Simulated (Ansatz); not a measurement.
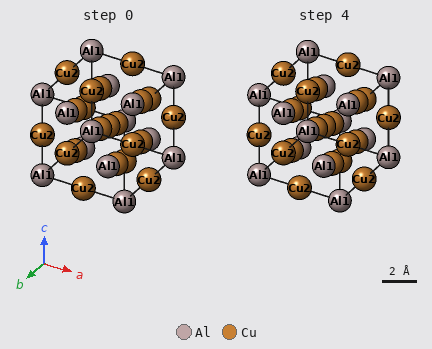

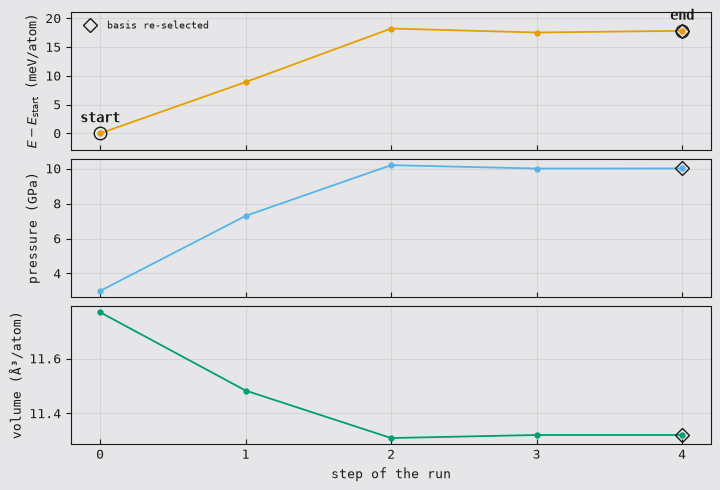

First and last geometry of a relaxation of a crystal of AlCu3 (set up in Fm-3m), with the history of the run. Style: spheres-only. Shown: the conventional cell (4 times the calculation's cell), from a free direction. Lengths and directions refer to the drawn axes.

Case: relaxed at 10 GPa.

Theory: DFT PBEsol, scalar-relativistic, plane waves, PAW (Ansatz 0.2.0).

Input
```yaml
crystal:
  lattice:
    - [0.0, 2.8658643992, 2.8658643992]
    - [2.8658643992, 0.0, 2.8658643992]
    - [2.8658643992, 2.8658643992, 0.0]
  atoms:
    - { symbol: Al, position: [0.0, 0.0, 0.0] }
    - { symbol: Cu, position: [0.5, 0.5, 0.5] }
    - { symbol: Cu, position: [0.25, 0.25, 0.25] }
    - { symbol: Cu, position: [0.75, 0.75, 0.75] }
basis:
  ecutwfc: 420
kpoints:
  mp_grid: { grid: [12, 12, 12] }
hamiltonian:
  xc: pbesol
scf:
  occupations: { method: fermi_dirac, width: 0.15 }
output:
  forces: true
  stress: true
  eigenvalues: true
relax:
  adjacent_minimum: "off"
  f_tol: 0.001
  max_steps: 60
  cell: { stress_tol: 0.02, p_target: 10.0 }
```

Command:
```bash
ansatz run input.yaml --threads 1 --pin off --max-ram 3072MiB --backend cpu --events-out ev --progress --plain --runs-dir out
```

Read the history and describe the run.

Answer. It converged. No atom moves by more than 0.005 Å relative to the cell. The drawn cell changes as follows: a = b = c 5.732 → 5.658 Å (−1.3 %); the volume changes by −3.8 %. Near-neighbour distances that change, for instance: Cu2–Cu3 2.482 → 2.450 Å, Al1–Cu3 2.482 → 2.450 Å. The space group stays Fm-3m (No. 225). Over 3 accepted moves (4 points after the start) the energy rises by 17.8 meV per atom. With the target pressure of 10 GPa, the enthalpy E + pV changes by −10.1 meV per atom. All forces vanish by symmetry, so only the cell relaxes. The pressure goes from 3.00 to 10.01 GPa. At 1 point the geometry stayed and the basis and grid were re-selected for the new cell (energy shift of 0.3 meV per atom at most each time). Cost: 38 s on 1 thread of AMD EPYC 7R43 64-Core Processor (Zen 3), on a shared host, peak memory 0.46 GiB.
